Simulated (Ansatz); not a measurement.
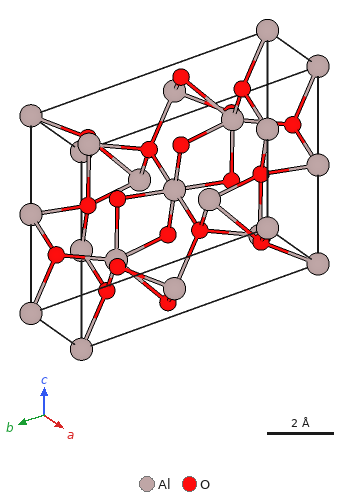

Lattice vibrations of crystalline Al$_{2}$O$_{3}$, space group Cmcm (No. 63), at the zone centre. The picture is a ball-and-stick view of the conventional cell (2 times the calculation's cell), seen from a free direction. Lengths and directions refer to the drawn axes.

Theory: Ansatz 0.2.0, DFT r2SCAN, scalar-relativistic, plane waves, PAW.

Input
```yaml
crystal:
  lattice:
    - [1.3240785447, -4.4240607656, 0.0]
    - [1.3240785447, 4.4240607656, 0.0]
    - [0.0, 0.0, 6.9769523763]
  atoms:
    - { symbol: Al, position: [0.0, 0.0, 0.5] }
    - { symbol: Al, position: [0.2455729542, 0.7544270458, 0.75] }
    - { symbol: Al, position: [0.7544270458, 0.2455729542, 0.25] }
    - { symbol: Al, position: [0.0, 0.0, 0.0] }
    - { symbol: O, position: [0.6343510086, 0.3656489914, 0.9218384012] }
    - { symbol: O, position: [0.8930324872, 0.1069675128, 0.75] }
    - { symbol: O, position: [0.3656489914, 0.6343510086, 0.0781615988] }
    - { symbol: O, position: [0.3656489914, 0.6343510086, 0.4218384012] }
    - { symbol: O, position: [0.1069675128, 0.8930324872, 0.25] }
    - { symbol: O, position: [0.6343510086, 0.3656489914, 0.5781615988] }
basis:
  ecutwfc: 500
kpoints:
  mp_grid: { grid: [10, 10, 4] }
hamiltonian:
  xc: r2scan
scf:
  occupations: { method: gaussian, width: 0.05 }
output:
  eigenvalues: true
phonons:
  method: fd
  supercell: [1, 1, 1]
  amplitude: 0.02
  eigenvectors: true
  dielectric: false
```

Launched with:
```bash
ansatz run input.yaml --threads 2 --pin off --max-ram 5120MiB --backend cpu --events-out ev --progress --plain --runs-dir out
```

Frequencies are those without the non-analytic (LO–TO) term.

Question: Which optical modes does it have, at what frequencies, and is it stable there?

Answer: The calculation's cell holds 10 atoms, so there are 27 optical modes, in 27 levels. The optical modes span 2A_u + 5B₁u + 3B₁g + 3B₃u + 4B₃g + 4A_g + B₂g + 5B₂u. No level is unstable.

```
level  symmetry  frequency (cm⁻¹)         activity
    1       A_u                86           silent
    2       B₁u                95  infrared-active
    3       B₁g               168     Raman-active
    4       B₃u               228  infrared-active
    5       B₃g               242     Raman-active
    6       B₁u               285  infrared-active
    7       A_g               323     Raman-active
    8       B₃g               361     Raman-active
    9       B₁u               362  infrared-active
   10       B₂g               370     Raman-active
   11       B₂u               391  infrared-active
   12       B₁g               421     Raman-active
   13       B₂u               437  infrared-active
   14       A_u               501           silent
   15       B₃u               518  infrared-active
   16       A_g               532     Raman-active
   17       B₁g               538     Raman-active
   18       B₃u               544  infrared-active
   19       B₁u               575  infrared-active
   20       B₂u               612  infrared-active
   21       A_g               616     Raman-active
   22       B₃g               635     Raman-active
   23       B₁u               638  infrared-active
   24       B₂u               667  infrared-active
   25       B₃g               720     Raman-active
   26       A_g               748     Raman-active
   27       B₂u               783  infrared-active
```

The modes drawn as arrows, 6 of the levels:

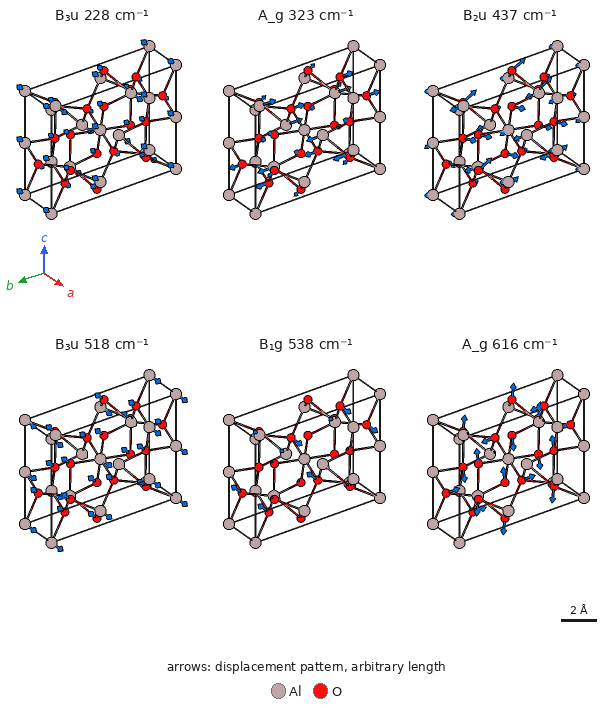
